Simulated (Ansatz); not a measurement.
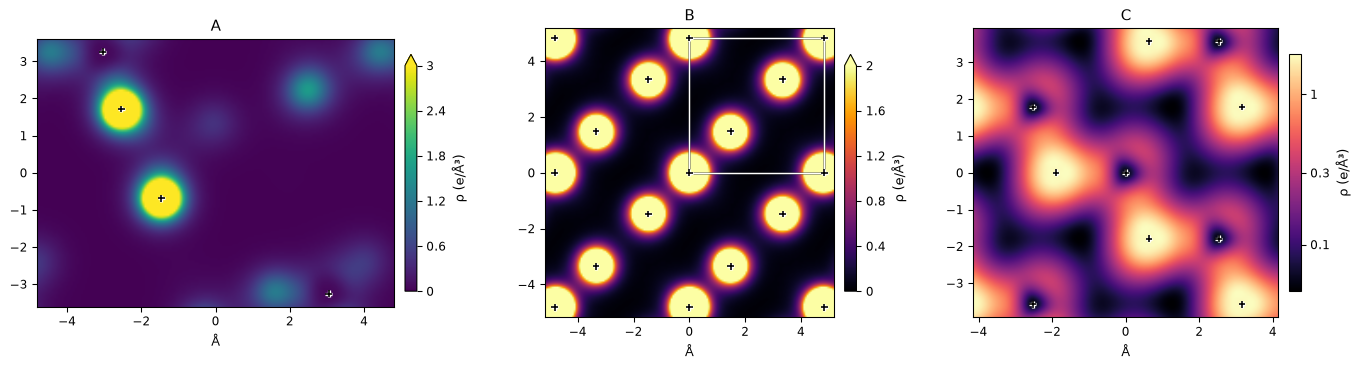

The valence charge density (pseudo) of 3 systems, each on a plane through atoms (crosses mark nuclei in the plane).

All numbers below come from DFT PBE, scalar-relativistic, plane waves, PAW (Ansatz).

System 1: SnO2, the (001) plane of the conventional cell. Space group P4₂/mnm; a structure from a database of computed crystals, not necessarily the ambient phase.

System 2: SiO2, the (111) plane of the conventional cell. Space group I-42d; a structure from a database of computed crystals, not necessarily the ambient phase.

```
Si O
1.0
     5.02630    0.00000    0.00000
     0.00000    5.02630    0.00000
     0.00000    0.00000    7.37174
Si O
4 8
Direct
  0.00000 0.00000 0.00000
  0.50000 0.50000 0.50000
  0.00000 0.50000 0.25000
  0.50000 0.00000 0.75000
  0.09248 0.25000 0.12500
  0.59248 0.75000 0.62500
  0.25000 0.59248 0.37500
  0.75000 0.09248 0.87500
  0.75000 0.40752 0.37500
  0.25000 0.90752 0.87500
  0.40752 0.25000 0.62500
  0.90752 0.75000 0.12500
```

System 3: SiC, the (100) plane of the calculation cell. Space group F-43m; a structure from a database of computed crystals, not necessarily the ambient phase.

```
CELL_PARAMETERS angstrom
-4.37973 -4.37973 4.37973
4.37973 -4.37973 -4.37973
4.37973 4.37973 4.37973
ATOMIC_POSITIONS crystal
Si 0.25000 0.75000 0.25000
Si 0.00000 0.75000 0.50000
Si 0.50000 0.50000 0.25000
Si 0.25000 0.50000 0.50000
Si 0.00000 0.50000 0.75000
Si 0.75000 0.75000 0.75000
Si 0.50000 0.75000 0.00000
Si 0.00000 0.00000 0.25000
Si 0.75000 0.25000 0.25000
Si 0.50000 0.25000 0.50000
Si 0.25000 0.25000 0.75000
Si 0.00000 0.25000 0.00000
Si 0.75000 0.50000 0.00000
Si 0.75000 0.00000 0.50000
Si 0.50000 0.00000 0.75000
Si 0.25000 0.00000 0.00000
C 0.25000 0.50000 0.25000
C 0.00000 0.50000 0.50000
C 0.50000 0.25000 0.25000
C 0.25000 0.25000 0.50000
C 0.00000 0.25000 0.75000
C 0.75000 0.50000 0.75000
C 0.50000 0.50000 0.00000
C 0.00000 0.75000 0.25000
C 0.75000 0.00000 0.25000
C 0.50000 0.00000 0.50000
C 0.25000 0.00000 0.75000
C 0.00000 0.00000 0.00000
C 0.75000 0.25000 0.00000
C 0.75000 0.75000 0.50000
C 0.50000 0.75000 0.75000
C 0.25000 0.75000 0.00000
```

**Which map belongs to which system?**

Panel A is system 2, SiO2: the plane holds Si and O. Si–O (1.63 Å): ρ is about 1.2 e/Å³ halfway. Panel B is system 1, SnO2: the plane holds Sn and O. Sn–O (2.09 Å): the density is about 0.61 e/Å³ at the midpoint. Panel C is system 3, SiC: the plane holds Si and C. Si–C (1.90 Å): ρ is about 0.87 e/Å³ halfway.
